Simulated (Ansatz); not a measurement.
## Sensitivity of the G0W0 gap of Bi2Te2PbS2 (R-3m)

A base run on Bi2Te2PbS2 (R-3m), then changed inputs.

Main program and level: Ansatz 0.2.0; G0W0 on PBE, plane waves, PAW.

## 1. Set-up

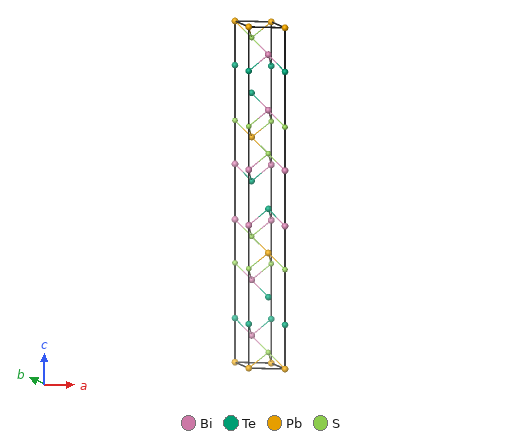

The starting structure, seen slightly off an axis (bismuth pink, tellurium teal, lead orange, sulfur green). This picture shows the conventional cell, with its axes. Bonds to atoms that aren't drawn are left out. Some periodic images of atoms are drawn too.

The cell and positions come from the Crystallography Open Database and are kept as given unless a step says otherwise. Spin-orbit coupling is left out unless a step names it. The default PAW set here is soft_2. Its files were made with PBE.

## 2. The base run: 4×4×4 mesh, 1265 empty bands, screening to 190 eV, plasmon pole

G0W0 replaces the xc potential by the self-energy, built once from these orbitals. Only a window of levels is corrected, while the sums run over the empty bands that the input names.

Input file input.yaml:

```yaml
crystal:
  lattice:
    - [2.13505, 1.2326716922, 13.4709566667]
    - [-2.13505, 1.2326716922, 13.4709566667]
    - [0.0, -2.4653433845, 13.4709566667]
  atoms:
    - { symbol: Bi, position: [0.58139, 0.58139, 0.58139] }
    - { symbol: Bi, position: [0.41861, 0.41861, 0.41861] }
    - { symbol: Te, position: [0.87066, 0.87066, 0.87066] }
    - { symbol: Te, position: [0.12934, 0.12934, 0.12934] }
    - { symbol: Pb, position: [0.0, 0.0, 0.0] }
    - { symbol: S, position: [0.29134, 0.29134, 0.29134] }
    - { symbol: S, position: [0.70866, 0.70866, 0.70866] }
kpoints:
  mp_grid: { grid: [4, 4, 4] }
hamiltonian:
  xc: pbe
scf:
  occupations: { method: fixed }
gw:
  n_empty_bands: 1265
  ecut_chi: 190.0
  qp_bands: [v2, c2]
  qp_kpoints: band_edges
  screening: { model: godby_needs }
```

The run is started by

```sh
$ ansatz run input.yaml --threads 3 --pin off --max-ram 64512MiB --backend cuda --events-out ev --progress --plain --runs-dir out --devices 1 --max-vram 24GiB  # rebuilt from the run's record
```

Numbers of over 12 decimals in the logs are rounded to 6 here.

Output:

```text
GPUs: using 1 of 1 available (devices: 1).
Engine: ansatz 0.2.0, x86_64-unknown-linux-gnu
Pseudopotentials: kind: paw
Pseudopotential: Bi, paw, valence charge 15, recommended cutoff 420 eV (normal), Bi.paw.azcp
Pseudopotential: Te, paw, valence charge 16, recommended cutoff 420 eV (normal), Te.paw.azcp
Pseudopotential: Pb, paw, valence charge 14, recommended cutoff 420 eV (normal), Pb.paw.azcp
Pseudopotential: S, paw, valence charge 6, recommended cutoff 420 eV (normal), S.paw.azcp
Functional definition: PBE
  parameter kappa = 0.804
  parameter beta = 0.066725
  exchange = pbe_x(kappa = kappa, mu = beta*pi^2/3)
  correlation = pbe_c(beta = beta)
device memory: the entry about to start is reckoned to put 5.3 GiB on a device that reports 58.9 GiB free (of which the cap on the GPU budget leaves the run 24.0 GiB)
GPU FFT provider: cuFFT
GPU libraries: cuBLAS 13.8.2, cuFFT 12.4.0, cuSOLVER 12.3.4
Crystal: 7 atoms, lattice volume = 212.718 Å³
Basis set: ecut = 420 eV, 4143 PW (Γ)
Bands: 53, of which v1, the nominal top of the filled ones, is band 44 counted from 1 (43 counted from 0)
Symmetry: 12 space group operations
Space group: R-3m (ITA 166), of the structure as read, at distance tolerance 6.0e-5 Å
k-points: 13 of 64
Non-local potential: Bi, projectors of the file, l = 0: 2, l = 1: 2, l = 2: 2, l = 3: 2
Non-local potential: Te, projectors of the file, l = 0: 2, l = 1: 2, l = 2: 2, l = 3: 2
Non-local potential: Pb, projectors of the file, l = 0: 2, l = 1: 2, l = 2: 2, l = 3: 2
Non-local potential: S, projectors of the file, l = 0: 2, l = 1: 2, l = 2: 2
PAW form: soft (Blöchl's): semilocal exchange-correlation on the pseudo side does not see the compensation charge
PAW one-centre angular grid: Bi, 590 points (default); XC on 64 Gauss nodes
PAW one-centre angular grid: Te, 590 points (default); XC on 64 Gauss nodes
PAW one-centre angular grid: Pb, 590 points (default); XC on 64 Gauss nodes
PAW one-centre angular grid: S, 110 points (default); XC on 64 Gauss nodes
Initial density: superposition of atomic densities (neutral atoms: chi_scale 0, normalization atom), corrected by the library's trained network
Initial wavefunctions: pseudopotential atomic-orbital guess
GPU buffer pool allocated for 884736 grid points (all kernels)
GPU transforms: local potential and band sums: pruned to the plane-wave sphere, on 96×96×96
Functional: x = pbe(κ = 0.804, μ = 0.219515), c = pbe(β = 0.066725)
SCF iter   1: F=—  HF=-52466.098427 eV  |F-HF|=—  |Δ(HF+E_count)|=         —  Δρ=9.81e-4  dr2=2.97e-3  ethr=1.77e-3  ⟨swp⟩=5.0  Hψ=2333  notcnv=0  defer=76
preconditioner: auto → Resta (q_TF=auto, 2.355 Å⁻¹)  ε∞=3.7  [insulator: Δε(μ)=0.336 eV  Ē_g=10.652 eV  n_scr=52 (ndim 8)  ℏωp=17.6 eV  f_vac=0.012  ε∞_Penn≈3.7]
[...]
E_xc         = -967.043450
  E_vxc        = -804.534599  (∫ρ·V_xc dr)
  E_paw        = -42253.731375  (= ΣΔE_a)
  E_vpaw       = -1671.841830  (= ΣTr[D̂ρ^β])
  E_aug_tail   = -0.001191  (compensation charges beyond the density's cutoff)
  E_ewald      = -7611.923501
  E_smearing   = -0.000000  (= −TS)
  E_closure    = 0.000000  (closes the sum)
  Σ components = -52466.096199   (vs F -52466.096199, Δ=0.00e0)
--- Band table (eV; the first three rows and the last of 13) ---
  k-point 0: bands = [... 40 lower, 7.4981, 7.5014, 7.5014, 7.9400, 9.1862, 9.6653, 9.9658, 9.9658, ... 5 higher]
  k-point 1: bands = [... 40 lower, 7.0159, 7.2164, 7.5140, 7.8173, 9.6791, 10.0164, 10.3787, 10.9024, ... 5 higher]
  k-point 2: bands = [... 40 lower, 6.8253, 6.8974, 6.9635, 7.5587, 9.7100, 10.2135, 10.4193, 10.7101, ... 5 higher]
  k-point 12: bands = [... 40 lower, 7.3281, 7.5599, 7.5599, 8.3728, 8.7087, 9.7526, 9.7526, 9.9091, ... 5 higher]
--- G₀W₀: ω_p = 23.8834 eV, 64 q-points, 1265 empty bands' worth ---
  eigenvalues of the whole cell's RPA ε∞ on this k-mesh (on a slab, of 1 + 4πα/V) = 20.1088, 20.1088, 30.3673; static W/v taken at q = 0 is 0.112574
  GN-PPA: 32013206/102415567 pairs with Re ω̃² < 0 across q-mesh
  bands read: the sum over 1309 bands ends inside a degenerate multiplet in 2 slots, whose members it reads at an even weight; the widest, k=0: bands 1309 to 1310 (counted from 1) at 1/2 each
  gw.qp_kpoints: band_edges: 9 of 13 stored k-points solved, in 1 pass; an edge of the gap read off the rows below is read off those points alone
    valence top: of the k-points left out ik 3 came nearest to being solved in a further pass, in band 44 (counted from 1, as in the quasiparticle table): it holds the edge there only if its correction is more favourable than any solved in that band by at least 0.625 eV; those differ by 0.038 eV
    conduction bottom: of the k-points left out ik 9 came nearest to being solved in a further pass, in band 45 (counted from 1, as in the quasiparticle table): it holds the edge there only if its correction is more favourable than any solved in that band by at least 0.803 eV; those differ by 0.063 eV
    ik  band        ε_KS         Σx   Σc(E_QP)       V_xc       Z   E_QP_lin       E_QP  E_QP is
     0    43      7.5014   -15.5850     1.0473   -13.9552  0.7814     6.9169     6.9188  root
     0    44      7.9400   -14.0479     0.0736   -13.4987  0.7886     7.4637     7.4644  root
     0    45      9.1862   -10.1383    -3.0202   -12.9959  0.7913     9.0237     9.0236  root
     0    46      9.6653   -10.0577    -3.4372   -13.4082  0.7904     9.5786     9.5785  root
     1    43      7.5140   -15.6078     0.8917   -14.2128  0.7775     7.0095     7.0108  root
     1    44      7.8173   -15.6903     0.6840   -14.5399  0.7781     7.3501     7.3510  root
     1    45      9.6791   -10.1060    -3.2793   -13.2711  0.7913     9.5650     9.5649  root
     1    46     10.0164    -9.7123    -3.4513   -13.0491  0.7916     9.9019     9.9018  root
[...]
12    43      7.5599   -15.7774     1.0789   -14.1180  0.7797     6.9777     6.9793  root
    12    44      8.3728   -15.1568    -0.1218   -14.8212  0.7847     7.9148     7.9154  root
    12    45      8.7087    -9.4929    -2.8103   -12.1520  0.7983     8.5576     8.5575  root
    12    46      9.7526    -9.5522    -3.3943   -12.8445  0.7943     9.6506     9.6506  root
[key lines of the parts left out:]
SCF converged after 7 iterations
Free energy (F): -52466.096199 eV
Fermi energy:    8.372773 eV
```

Elapsed: 8.3 min, on 1 × NVIDIA H100 80GB HBM3 (shared by 3 runs) with 3 threads of AMD EPYC 7R13 (Zen 3), shared host; peak memory 12 GiB.

Numbers from this step:

```
bands summed                                 : 1309
plasmon-pole fit frequency                   : 23.88 eV
RPA ε∞ on this mesh (eigenvalues)            : 20.11, 20.11, 30.37
plane waves in the screening matrix          : 1273
q-points in the mesh                         : 64
G0W0 gap on the mesh                         : 0.6420 eV
k of the valence top                         : -0.5, -0.5, -0.5
k of the conduction bottom                   : -0.5, -0.5, -0.5
starting gap on the mesh                     : 0.3359 eV
Z at the valence top                         : 0.7847
Z at the conduction bottom                   : 0.7983
least direct G0W0 gap on the computed points : 0.6420 eV
```

The gap on the mesh goes from 0.34 eV to 0.64 eV, a correction of +0.31 eV. Between the two edge states, bare exchange in place of the xc potential would open the gap by 2.99 eV, and correlation takes back 2.69 eV.

## 3. Variant: plasmon pole at a typed frequency

Edit input.yaml of step 2 so:

```diff
@@ -20,4 +20,4 @@
 gw:
-  n_empty_bands: 1265
-  ecut_chi: 190.0
+  n_empty_bands: 483
+  ecut_chi: 100
   qp_bands: [v2, c2]
@@ -25 +25,2 @@
   screening: { model: godby_needs }
+  plasmon_pole_fit_frequency: 40
```

Output:

```text
GPUs: using 1 of 1 available (devices: 1).
[...]
GPU FFT provider: cuFFT
GPU libraries: cuBLAS 13.8.2, cuFFT 12.4.0, cuSOLVER 12.3.4
Crystal: 7 atoms, lattice volume = 212.718 Å³
Basis set: ecut = 420 eV, 4143 PW (Γ)
Bands: 53, of which v1, the nominal top of the filled ones, is band 44 counted from 1 (43 counted from 0)
[... 1 set-up line as in the run before ...]
[...]
k-points: 13 of 64
[...]
GPU buffer pool allocated for 884736 grid points (all kernels)
[...]
SCF iter   1: F=—  HF=-52466.098427 eV  |F-HF|=—  |Δ(HF+E_count)|=         —  Δρ=9.81e-4  dr2=2.97e-3  ethr=1.77e-3  ⟨swp⟩=5.0  Hψ=2333  notcnv=0  defer=76
[...]
SCF iter   7: F=-52466.096199 eV  HF=-52466.096199 eV  |F-HF|=6.40e-9  |Δ(HF+E_count)|=   4.93e-7  Δρ=3.46e-6  dr2=3.17e-8  ethr=1.14e-10  ⟨swp⟩=11.4  Hψ=3060  notcnv=0
SCF 1 converged in 7 iterations: F = -52466.096199 eV  dr2 = 3.17e-8
[...]
NSCF: frozen V_eff on 13 k-points
[...]
G₀W₀ screening: q 1/13
[... further progress lines ...]
[...]
SCF converged after 7 iterations
Free energy (F): -52466.096199 eV
[...]
Internal energy: -52466.096199 eV  (E = F + TS)
E sigma→0 (E₀):  -52466.096199 eV
Fermi energy:    8.372773 eV
[...]
--- Band table (eV; the first three rows and the last of 13) ---
  k-point 0: bands = [... 40 lower, 7.4981, 7.5014, 7.5014, 7.9400, 9.1862, 9.6653, 9.9658, 9.9658, ... 5 higher]
  k-point 1: bands = [... 40 lower, 7.0159, 7.2164, 7.5140, 7.8173, 9.6791, 10.0164, 10.3787, 10.9024, ... 5 higher]
  k-point 2: bands = [... 40 lower, 6.8253, 6.8974, 6.9635, 7.5587, 9.7100, 10.2135, 10.4193, 10.7101, ... 5 higher]
  k-point 12: bands = [... 40 lower, 7.3281, 7.5599, 7.5599, 8.3728, 8.7087, 9.7526, 9.7526, 9.9091, ... 5 higher]
--- G₀W₀: ω_p = 40.0000 eV, 64 q-points, 483 empty bands' worth ---
[...]
GN-PPA: 7285088/14894679 pairs with Re ω̃² < 0 across q-mesh
[...]
0    43      7.5014   -15.5850     1.1173   -13.9552  0.7998     6.9877     6.9888  root
     0    44      7.9400   -14.0479     0.1655   -13.4987  0.8060     7.5559     7.5563  root
     0    45      9.1862   -10.1383    -2.9352   -12.9959  0.8086     9.1086     9.1086  root
     0    46      9.6653   -10.0577    -3.3335   -13.4082  0.8074     9.6823     9.6823  root
     1    43      7.5140   -15.6078     1.0023   -14.2128  0.7970     7.1207     7.1213  root
     1    44      7.8173   -15.6903     0.7980   -14.5399  0.7978     7.4645     7.4649  root
     1    45      9.6791   -10.1060    -3.1754   -13.2711  0.8080     9.6689     9.6689  root
     1    46     10.0164    -9.7123    -3.3563   -13.0491  0.8083     9.9968     9.9968  root
[...]
12    43      7.5599   -15.7774     1.1530   -14.1180  0.7987     7.0523     7.0534  root
    12    44      8.3728   -15.1568     0.0131   -14.8212  0.8037     8.0501     8.0504  root
    12    45      8.7087    -9.4929    -2.7420   -12.1520  0.8135     8.6258     8.6257  root
    12    46      9.7526    -9.5522    -3.3151   -12.8445  0.8108     9.7298     9.7298  root
```

Run time: 2.7 min. Hardware: 1 × NVIDIA H100 80GB HBM3 (shared by 3 runs) with 3 threads; peak memory 3.8 GiB; 6.4 min of CPU time.

The G0W0 gap on the mesh is 0.575 eV.

Against the base:

| setting | base | variant |
| --- | --- | --- |
| empty bands | 1265 | 483 |
| screening cutoff (eV) | 190.0 | 100 |
| plasmon pole fit frequency | - | 40 |

| quantity | variant | base |
| --- | --- | --- |
| starting gap on the mesh | 0.336 | 0.336 |
| G0W0 gap on the mesh | 0.575 | 0.642 |
| least direct G0W0 gap on the computed points | 0.575 | 0.642 |
| Z at the valence top | 0.804 | 0.785 |
| Z at the conduction bottom | 0.814 | 0.798 |

## 4. What came out

- base: 0.64 eV, 8.3 min
- plasmon pole at a typed frequency: 0.58 eV, 2.7 min

What this shows: Plasmon pole at a typed frequency: the gap moves by −0.07 eV and the time by a factor of 0.33. The variant differs from the base in empty bands, screening cutoff and plasmon pole fit frequency together, so the change can't be laid to one of them. All runs here use a coarse mesh and modest cutoffs; they test settings and are not final values. The many-body steps are scalar-relativistic: spin-orbit coupling is not in them.

[Paths, hosts, dates, memory and timing lines, banners, echoed tables and standing remarks are left out of the program output.]

[Logs are printed without paths, hosts, clocks, repeated set-up lines and the standing remarks that a program may print on its own settings, such as how far it seeks lower states.]

[Runs of the session that timed out or met a known fault of the program may be left out.]

[Cells called generated may have been cut or substituted from an entry of the Crystallography Open Database or the Materials Project.]

[Hosts, paths, dates, database ids (printed as entryN), source tags and the programs' standing remarks are cut or masked in the printed files.]
